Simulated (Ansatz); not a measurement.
## Electronic structure of Ga8P8H (cell with a defect) in real space

```
CELL_PARAMETERS angstrom
0.00000 5.50512 -5.50512
5.50512 5.50512 0.00000
5.50512 0.00000 -5.50512
ATOMIC_POSITIONS crystal
Ga 0.49920 0.49920 0.00080
Ga 0.49920 0.00080 0.00080
Ga 0.00080 0.49920 0.00080
Ga 0.00000 0.00000 0.00000
Ga 0.50000 0.50000 0.50000
Ga 0.49920 0.00080 0.49920
Ga 0.00080 0.49920 0.49920
Ga 0.00080 0.00080 0.49920
P 0.37507 0.37507 0.37507
P 0.37507 0.87480 0.37507
P 0.87480 0.37507 0.37507
P 0.87336 0.87336 0.37992
P 0.37507 0.37507 0.87480
P 0.37992 0.87336 0.87336
P 0.87336 0.37992 0.87336
P 0.87336 0.87336 0.87336
H 0.75000 0.75000 0.75000
```

Spin-polarised.

All numbers below come from DFT PBE, scalar-relativistic, plane waves, PAW in Ansatz 0.2.0.

In a PAW calculation such maps are meaningful between the atoms, not at the nuclei.

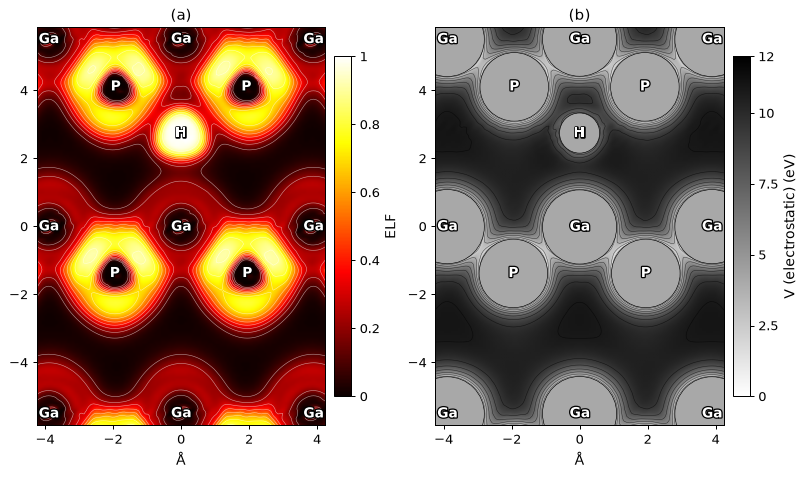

Figure 1. (a) electron localisation function; (b) electrostatic potential (local pseudopotential plus Hartree) felt by an electron on the (101̄) plane of the calculation cell. Grey discs cover the atomic cores in the potential map.

Describe what can be read from this map.

The plane passes through Ga, P and H nuclei. P–H (2.35 Å): the ELF climbs to about 1 towards the hydrogen, as it does in any bond to H. Ga–P (2.38 Å): the ELF peaks at about 0.90 in the valence shell of P, 0.8 Å from its nucleus, and is about 0.75 at the midpoint. Outside the cores the potential energy rises away from the atoms and is highest about 2.2 Å from the nearest atoms; its zero is arbitrary.

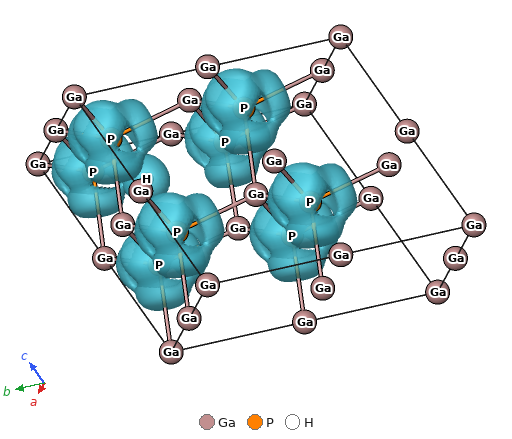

Figure 2. Isosurface of the ELF at 0.75 (cyan), seen at an oblique angle. Core shells and regions of very low density are left out. Sticks mark near contacts.

Where are the electrons localised?

At this value the surface marks out one region around a hydrogen nucleus and eight regions on P in which the atom's valence shell and bonds are merged, counted in one cell of 17 atoms. Any copies at cell faces, edges or corners count once.

Does the calculation make it a metal, or give it a gap?

It is gapless in this calculation (a metal or semimetal).
